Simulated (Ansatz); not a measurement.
**Ti: a failed or faulty run and its cure**

System: Ti (slab, 4 atoms in the cell).
Method of run A: DFT, PBEsol, plane waves, PAW, PAW set soft_1, no spin polarisation (Ansatz 0.2.0).

The structure derives from an entry of the Crystallography Open Database. The run did not end well. Text and figures count atoms from 1; the logs count them from 0 in places.

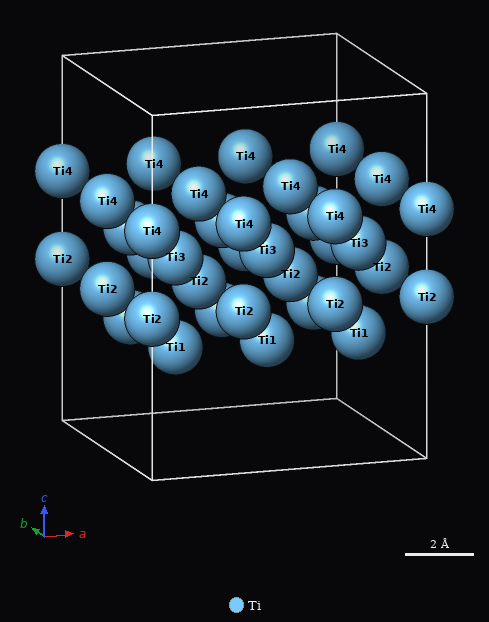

Fig. 1: The structure as given in the input (spheres-only view of the 3 × 2 repeat of the cell, with the vacuum cut short, seen slightly off an axis; atoms are numbered from 1 in the order of the input). An atom can appear more than once, as a periodic image.

## Input file, run A
```yaml
crystal:
  lattice:
    - [2.8676282151, 0.0, 0.0]
    - [0.0, 4.0554387137, 0.0]
    - [0.0, 0.0, 19.6054200203]
  atoms:
    - { symbol: Ti, position: [0.5, 0.5, 0.2040252132] }
    - { symbol: Ti, position: [0.0, 0.0, 0.2771587704] }
    - { symbol: Ti, position: [0.5, 0.5, 0.3434213386] }
    - { symbol: Ti, position: [0.0, 0.0, 0.413427512] }
basis:
  ecutwfc: 420
kpoints:
  mp_grid: { grid: [9, 7, 1] }
hamiltonian:
  xc: pbesol
  pseudopotentials: { kind: paw, azcp: { folder: soft_1 } }
scf:
  occupations: { method: gaussian, width: 0.1 }
  max_iter: 3
output:
  forces: true
  eigenvalues: true
efield:
  axis: 3
  dipole_correction: true
  ramp_width: 0.04
```

Launched with:
```bash
ansatz run input.yaml --threads 1 --pin off --max-ram 3072MiB --backend cpu --events-out ev --progress --plain --runs-dir out
```

Hardware: 1 thread of Arm Neoverse V2, 24 GiB of memory available, shared host.

## Output, shortened to warnings, some set-up lines, iterations and results (run A)
```
Warning: [file] the record states the generating functional pbe (its physics header spells it `PBE`), which answers neither for hamiltonian.xc's functional nor for the pbesol family's — results may be inconsistent (PPs are generated against a specific XC)
WARN: efield: at this solve's end the planar-averaged density reaches 2.26e-5 e/Å³ inside the ramp window [0.7377, 0.8797] (bound 1e-5 e/Å³); by the running means of the window's planes the mean density over a ramp is at most 1.86e-5 e/Å³, which is held to the bound (the quickstart, § The vacuum guard, A window that rings); the window's nearer edge stands 6.36 Å from this solve's nearest atom …
Error: did not converge after 3 iterations: dr2 = 3.43e-1 (threshold 1.00e-7), under the density mixer `msr1`, which `scf.mixing.algorithm: auto` chose by the deck's other keys (type `scf.mixing.algorithm: msr1` to keep it); raise `scf.max_iter`, which need not help a stalled SCF, or adjust the mixing (`scf.mixing`) or, under a smearing, its width (`scf.occupations.width`, in either direction: …
Basis set: ecut = 420 eV, 4481 PW (Γ), exchange–correlation on 40×60×270 points (8 copies of the dense FFT grid, shifted against one another)
Symmetry: 4 space group operations
k-points: 20 of 63
Initial density: superposition of atomic densities (neutral atoms: chi_scale 0, normalization atom)
[...]
SCF iter   1: F=—  HF=-9897.983619 eV  |F-HF|=—  |Δ(HF+E_count)|=         —  Δρ=6.00e-2  dr2=5.26e1  ethr=3.10e-3  p=0.000 e·Å  D=6.20e-7 V/Å  ΔV_dip=-0.00 eV  …
SCF iter   2: F=—  HF=-9896.026043 eV  |F-HF|=—  |Δ(HF+E_count)|=    1.96e0  Δρ=5.95e-2  dr2=5.91e1  ethr=3.10e-3  p=0.027 e·Å  D=2.15e-2 V/Å  ΔV_dip=-0.42 eV  …
SCF iter   3: F=—  HF=-9892.365977 eV  |F-HF|=—  |Δ(HF+E_count)|=    3.66e0  Δρ=1.30e-2  dr2=3.43e-1  ethr=3.10e-3  p=0.011 e·Å  D=8.55e-3 V/Å  ΔV_dip=-0.17 eV  …
WARN: efield: at this solve's end the planar-averaged density reaches 2.26e-5 e/Å³ inside the ramp window [0.7377, 0.8797] (bound 1e-5 e/Å³); by the running means of the window's planes the mean density over a ramp is at most 1.86e-5 e/Å³, which is held to the bound (the quickstart, § The vacuum …
[...]
```

**What should be changed in this input?**

This input holds a deliberate fault: too few SCF iterations. The cap is below what the field needs. The run did not converge: “did not converge after 3 iterations: dr2 = 3.43e-1 (threshold 1.00e-7), under the density mixer `msr1`, which `scf.mixing.algorithm: auto` chose by the deck's other keys (type `scf.mixing.algorithm: msr1` to keep it) …” Its last values are not results. The program warns: the PAW datasets were made with another functional; the density in the vacuum is higher than it should be, so vacuum levels may be off.

A run of the same system that converges differs from this input as follows (lines with − go, lines with + come):
```diff
-  max_iter: 3
```

## Output, shortened to warnings, some set-up lines, iterations and results (run B)
```
Warning: [file] the record states the generating functional pbe (its physics header spells it `PBE`), which answers neither for hamiltonian.xc's functional nor for the pbesol family's — results may be inconsistent (PPs are generated against a specific XC)
Basis set: ecut = 420 eV, 4481 PW (Γ), exchange–correlation on 40×60×270 points (8 copies of the dense FFT grid, shifted against one another)
Symmetry: 4 space group operations
k-points: 20 of 63
Initial density: superposition of atomic densities (neutral atoms: chi_scale 0, normalization atom)
[...]
SCF iter   1: F=—  HF=-9897.985812 eV  |F-HF|=—  |Δ(HF+E_count)|=         —  Δρ=6.00e-2  dr2=5.27e1  ethr=3.10e-3  p=0.000 e·Å  D=6.20e-7 V/Å  ΔV_dip=-0.00 eV  …
SCF iter   2: F=—  HF=-9896.051684 eV  |F-HF|=—  |Δ(HF+E_count)|=    1.93e0  Δρ=5.98e-2  dr2=5.90e1  ethr=3.10e-3  p=0.027 e·Å  D=2.12e-2 V/Å  ΔV_dip=-0.42 eV  …
SCF iter   3: F=—  HF=-9892.364974 eV  |F-HF|=—  |Δ(HF+E_count)|=    3.69e0  Δρ=1.30e-2  dr2=3.49e-1  ethr=3.10e-3  p=0.011 e·Å  D=8.78e-3 V/Å  ΔV_dip=-0.17 eV  …
SCF iter   4: F=—  HF=-9892.351116 eV  |F-HF|=—  |Δ(HF+E_count)|=   1.39e-2  Δρ=4.94e-3  dr2=1.89e-1  ethr=7.27e-4  p=0.001 e·Å  D=7.15e-4 V/Å  ΔV_dip=-0.01 eV  …
SCF iter   5: F=—  HF=-9892.334847 eV  |F-HF|=—  |Δ(HF+E_count)|=   1.63e-2  Δρ=1.83e-3  dr2=5.88e-3  ethr=3.94e-4  p=-0.000 e·Å  D=-5.16e-5 V/Å  ΔV_dip=0.00 eV  …
SCF iter   6: F=—  HF=-9892.336909 eV  |F-HF|=—  |Δ(HF+E_count)|=   2.06e-3  Δρ=6.75e-4  dr2=1.57e-3  ethr=1.23e-5  p=-0.001 e·Å  D=-5.43e-4 V/Å  ΔV_dip=0.01 eV  …
SCF iter   7: F=—  HF=-9892.337238 eV  |F-HF|=—  |Δ(HF+E_count)|=   3.29e-4  Δρ=2.02e-4  dr2=1.51e-4  ethr=3.28e-6  p=-0.001 e·Å  D=-4.79e-4 V/Å  ΔV_dip=0.01 eV  …
SCF iter   8: F=—  HF=-9892.337290 eV  |F-HF|=—  |Δ(HF+E_count)|=   5.19e-5  Δρ=8.60e-5  dr2=4.52e-5  ethr=3.16e-7  p=-0.001 e·Å  D=-5.71e-4 V/Å  ΔV_dip=0.01 eV  …
SCF iter   9: F=—  HF=-9892.337331 eV  |F-HF|=—  |Δ(HF+E_count)|=   4.08e-5  Δρ=2.92e-5  dr2=4.19e-6  ethr=9.42e-8  p=-0.001 e·Å  D=-6.08e-4 V/Å  ΔV_dip=0.01 eV  …
SCF iter  10: F=—  HF=-9892.337332 eV  |F-HF|=—  |Δ(HF+E_count)|=   8.59e-7  Δρ=1.14e-5  dr2=9.92e-7  ethr=8.74e-9  p=-0.001 e·Å  D=-6.03e-4 V/Å  ΔV_dip=0.01 eV  …
SCF iter  11: F=—  HF=-9892.337332 eV  |F-HF|=—  |Δ(HF+E_count)|=   7.79e-8  Δρ=5.66e-6  dr2=1.09e-7  ethr=2.07e-9  p=-0.001 e·Å  D=-5.80e-4 V/Å  ΔV_dip=0.01 eV  …
SCF iter  12: F=-9892.337332 eV  HF=-9892.337332 eV  |F-HF|=1.22e-9  |Δ(HF+E_count)|=   3.35e-8  Δρ=1.96e-6  dr2=9.82e-9  ethr=2.08e-10  p=-0.001 e·Å  D=-5.71e-4 V/Å  …
SCF 1 converged in 12 iterations: F = -9892.337332 eV  dr2 = 9.82e-9
SCF converged after 12 iterations
Free energy (F): -9892.337332 eV
Harris-Foulkes:  -9892.337332 eV  (|F-HF|=1.22e-9)
Internal energy: -9892.302109 eV  (E = F + TS)
E sigma→0 (E₀):  -9892.319720 eV
Entropy (-TS):   -0.035223 eV (-8.806 meV/atom)
Fermi energy:    1.725254 eV
Dipole field:    D = -0.000569 V/Å  (p = -0.000717 e·Å, saw-weighted, corrected)
Work function:   Φ+ = 3.4035 eV   Φ− = 3.3923 eV
Levels:          The Fermi level and band energies are counted from a zero that moves with the ramp; work functions are not
--- Per-component energies (eV) ---
  E_band       = -1178.913770
  E_kinetic    = 1124.262772
  E_local      = -34230.177537  (includes V_loc(G=0)·N_el)
  E_nonlocal   = 249.789803
  E_hartree    = 16474.842606
  E_xc         = -457.534755
  E_vxc        = -575.308608  (∫ρ·V_xc dr)
  E_paw        = -4070.597874  (= ΣΔE_a)
  E_vpaw       = -697.158498  (= ΣTr[D̂ρ^β])
  E_aug_tail   = -0.000311  (compensation charges beyond the density's cutoff)
  E_efield     = 0.000000  (sawtooth field / dipole correction)
  E_vefield    = 0.000419  (∫n·V_field dr)
  E_ewald      = 11016.555649
  E_core_change = 0.557538  (= ΣΔE_core)
  E_smearing   = -0.035223  (= −TS)
  E_closure    = 0.000000  (closes the sum)
  Σ components = -9892.337332   (vs F -9892.337332, Δ=0.00e0)
--- Forces (eV/Å), atoms counted from 1 ---
  atom   1  Ti     0.00000000     0.00000000     0.34337198
  atom   2  Ti     0.00000000     0.00000000    -0.35561613
  atom   3  Ti     0.00000000     0.00000000     0.02311218
  atom   4  Ti     0.00000000     0.00000000    -0.01084346
  max |Σ_I F_I| component: 2.46e-5 eV/Å
```

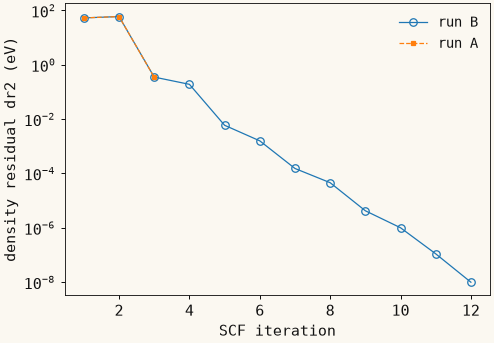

Fig. 2: Convergence of the two runs: density residual dr2 against the SCF iteration. Run B takes 12 iterations in all, and run A stops after 3.

## The two runs side by side

| quantity | run A | run B |
| --- | --- | --- |
| outcome | not converged | converged |
| free energy per atom (eV) | – | −2473.0843 |
| gap on the mesh (eV) | – | 0.00 |
| work function (eV) | – | 3.40 |
| largest force (eV/Å) | – | 0.356 |
| SCF iterations | – | 12 |
| irreducible k-points | – | 20 |
| plane waves at Γ | – | 4481 |
| wall time (shared host) | 16 s | 15 s |

Notes on run B: The program warns: the PAW datasets were made with another functional.
